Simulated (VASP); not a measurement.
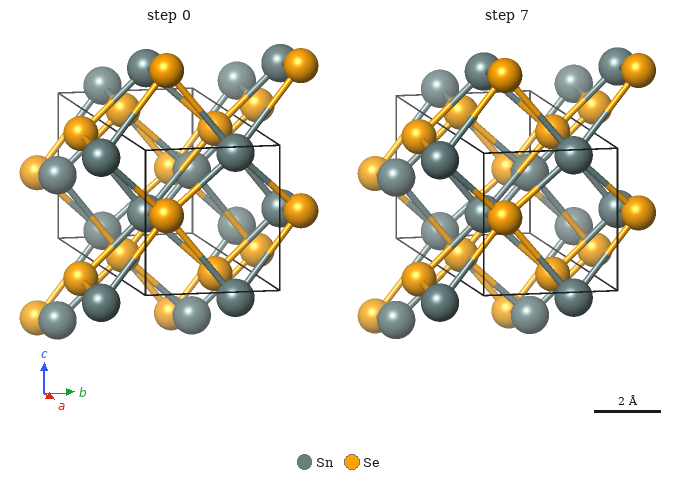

The structure of crystalline SnSe (set up in Pnma) before (left) and after (right) a relaxation, at one scale.

A ball-and-stick model of the cell of the calculation, seen slightly off an axis.

The run lets cell and atoms move.

The calculation used Kohn-Sham DFT of a periodic cell, PBE with D3(BJ), VASP PAW PBE potentials, recommended (VASP 6.6.1).

Input file:
```
SYSTEM = SnSe
PREC = Accurate
ENCUT = 600
EDIFF = 1E-6
ISMEAR = 0
SIGMA = 0.03
LREAL = .FALSE.
LASPH = .TRUE.
NELM = 80
ALGO = Normal
ISIF = 3
LWAVE = .FALSE.
LCHARG = .FALSE.
GGA = PE
IVDW = 12
IBRION = 2
NSW = 90
EDIFFG = -0.01
KPAR = 2
```

Command:
```bash
cat potpaw_PBE.64/Sn_d/POTCAR potpaw_PBE.64/Se/POTCAR > POTCAR
mpirun -np 2 vasp_std > vasp.out
```

Summarise the run.

The run was cut off at its time limit before the relaxation converged, so the last structure is only a point on the way. Over 7 geometry steps the energy falls by 55.5 meV per cell of the calculation. The largest force component goes from 0.33 to 0.018 eV/Å. Pressure: 0.24 GPa at the start and 0.04 GPa at the end. The largest moves relative to the cell, 0.050 Å, are those of Sn atoms. Largest moves by element: Sn 0.050 Å, Se 0.022 Å. The volume changes by −1.9 %, with a 11.420 → 11.460 Å (+0.3 %), b 4.190 → 4.173 Å (−0.4 %), c 4.460 → 4.376 Å (−1.9 %). Some distances before and after: Se–Sn 2.693 → 2.761 Å, Se–Sn 3.319 → 3.258 Å, Se–Sn 2.834 → 2.826 Å. The space group stays Pnma (No. 62).
